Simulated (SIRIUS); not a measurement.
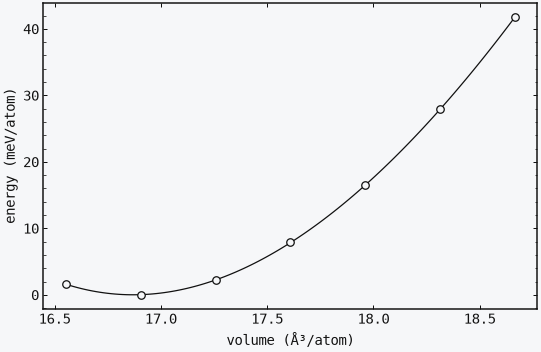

The figure shows the energy against volume.

Computed with SIRIUS 7.12.0: all-electron LAPW DFT, no spin polarisation; energies at scaled volumes of the given cell, shape and fractions fixed, counted from the fit's minimum, third-order Birch-Murnaghan fit. Level: LDA.

For which of these solids was it computed?
A. Sb, R-3m (No. 166)
B. Sn, I4_1/amd (No. 141)
C. MgS, Fm-3m (No. 225)

C, MgS: energy from −0.01 meV/atom to 41.82 meV/atom, V0 16.87 Å³/atom, B0 83.2 GPa. The others give: Sn, energy from 0.32 meV/atom to 57.49 meV/atom, V0 26.18 Å³/atom, B0 62.2 GPa; Sb, energy from 0.14 meV/atom to 32.96 meV/atom, V0 29.58 Å³/atom, B0 60.7 GPa.

For Sb, limits of the calculation: shape and atomic fractions are frozen while scaling, which makes layered, chain and framework solids too stiff.

For Sn, limits of the calculation: shape and atomic fractions are frozen while scaling, which makes layered, chain and framework solids too stiff.
